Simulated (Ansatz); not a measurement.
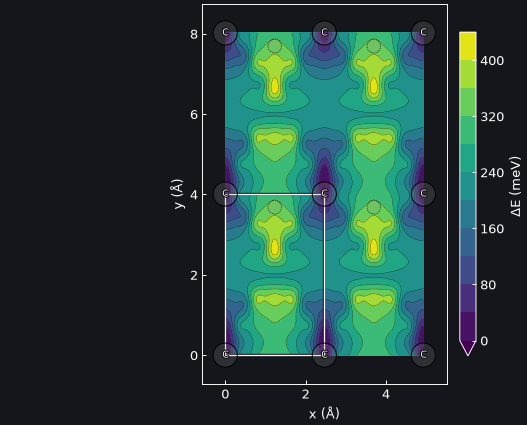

H on a C(011) slab cut from the Fmmm phase, its upper half relaxed before the scan (12 atoms of substrate and one adsorbate in a 2 × 1 cell). H is moved over the surface cell at a fixed height above a rigid substrate; the origin of the map has the adsorbate above C11; the height is held at 2.50 Å. Places are given modulo a cell vector. The map is drawn in real space over the plane of the surface. The grid has 6 × 6 points; 24 points were computed and 12 follow by symmetry. Places are given in fractions of the 1 × 1 surface cell. Energies: meV, counted from the lowest grid point. At a fixed height the lowest place need not be the adsorption site. Computed with Ansatz, DFT PBE+D3(BJ), scalar-relativistic, plane waves, PAW. Settings: cutoff 420 eV, k-mesh 6×7×1, gaussian smearing 0.05 eV, spin-polarised.

In the figure: filled contours, labelled circles for the atoms of the top layer and small ones for the second layer, the outline of one cell of the 2 × 2 shown. Between grid points the surface is interpolated.

The lowest grid point is at the top site over a surface C atom, (0/6, 0/6) of the cell vectors. It is the only kind of minimum in the scanned range. The highest grid point, (3/6, 4/6) of the cell vectors [nearest 2 C at 3.09 Å], lies 432 meV above the lowest. On the interpolated surface the easiest way out of the lowest well to its copy in the next cell or period passes a barrier of about 240 meV. At the lowest point the adsorbate has 1 C at 2.50 Å as nearest neighbours, at the highest 2 C at 3.09 Å.

The scan is repeated with another setting: the height is held at 3.10 Å; all else is set up alike.

Question: What does this change do to the map?

Answer: The lowest place stays at about (0.00, 0.06) of the cell vectors. The highest place moves from (3/6, 4/6) of the cell vectors [nearest 2 C at 3.09 Å] to a fourfold hollow, (3/6, 3/6) of the cell vectors. The span from the lowest to the highest grid point shrinks from 432 to 37 meV. The easiest pass out of the lowest well goes from about 240 to about 12 meV on the interpolated surfaces. In the new map: at the lowest point the adsorbate has 1 C at 3.10 Å as nearest neighbours, at the highest 5 C at 3.91 Å.

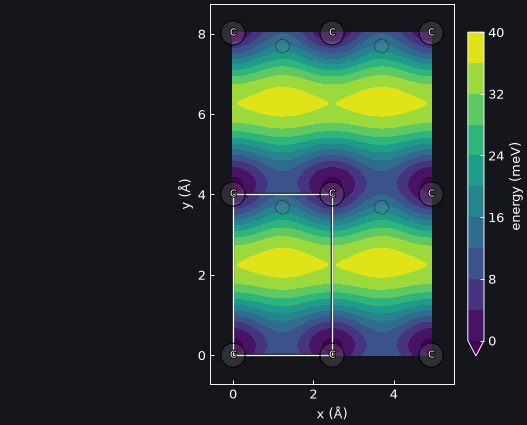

The map after the change, on a colour scale of its own. Drawn: filled contours, labelled circles for the atoms of the top layer and small ones for the second layer, the outline of one cell of the 2 × 2 shown. Between grid points the surface is interpolated.

PAW datasets: the set soft_1.
